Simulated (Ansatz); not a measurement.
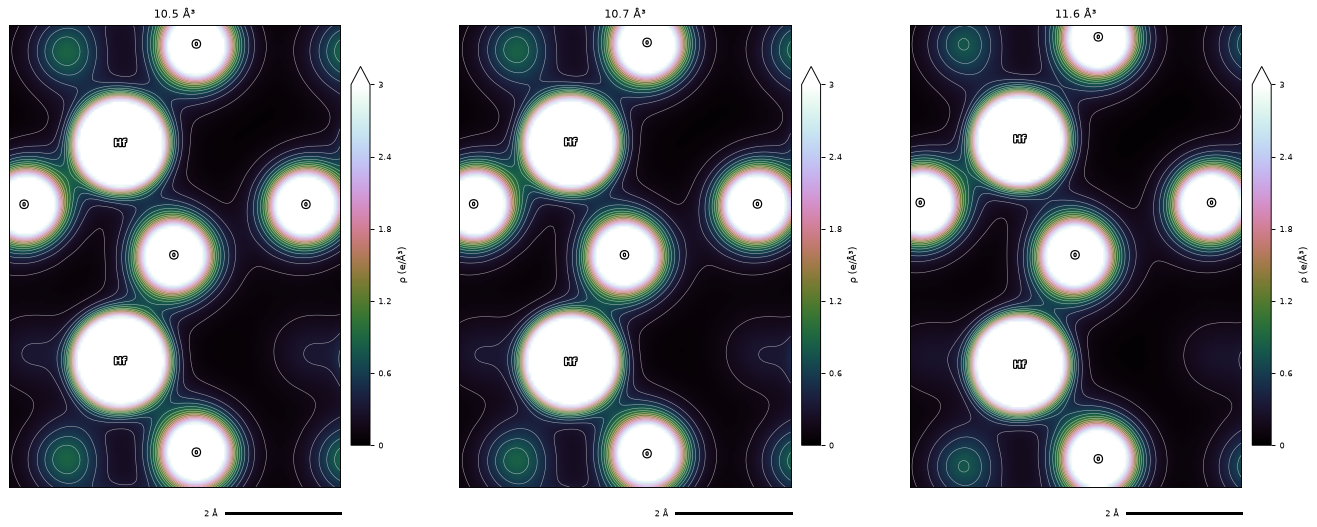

HfO₂. The valence pseudo-density of cells scaled evenly to different volumes (given per atom above each panel), on the (101) plane of each (indices in the axes of the cell below), at one length scale and on one colour scale.

A structure from a database of computed crystals, not necessarily the ambient phase.

The calculation used Kohn-Sham DFT of a periodic cell, PBEsol with D3(BJ), Ansatz PAW in Ansatz 0.2.0.

The largest cell:

```xyz
12
Lattice="5.3218 0.0000 0.0000 0.0000 5.1029 0.0000 0.0000 0.0000 5.1314" Properties=species:S:1:pos:R:3 pbc="T T T"
Hf    5.1462    3.7380    3.8046
Hf    2.8366    3.7380    1.2389
Hf    2.4852    1.3649    3.8046
Hf    0.1757    1.3649    1.2389
O     3.3641    4.7388    4.5119
O     4.6187    4.7388    1.9462
O     1.2450    2.7550    2.5261
O     1.4159    2.7550    5.0918
O     4.0768    2.3480    5.0918
O     3.9060    2.3480    2.5261
O     0.7032    0.3641    4.5119
O     1.9577    0.3641    1.9462
```

| volume (Å³/atom) | Hf–O contact in the plane (Å) | ρ at its midpoint (e/Å³) | pressure (GPa) | gap on the mesh (eV) | 
| --- | --- | --- | --- | --- |
| 10.52 | 1.997 | 0.982 | 9.9 | 4.51 | 
| 10.74 | 2.011 | 0.946 | 3.8 | 4.44 | 
| 11.17 | 2.038 | ? | ? | ? | 
| 11.61 | 2.064 | 0.821 | −15.0 | 4.18 | 

What values belong in the row with question marks?

Over the known rows ln ρ falls by 2.67 per Å of Hf–O distance (a least-squares line), which gives 0.880 e/Å³ at 2.038 Å; the calculation gives 0.880 e/Å³. For the pressure, a straight line in volume between the neighbouring rows gives −5.5 GPa; the calculation gives −6.6, lower because pressure rises ever faster on compression. For the gap on the mesh, a straight line in volume between the neighbouring rows gives 4.31 eV; the calculation gives 4.31.
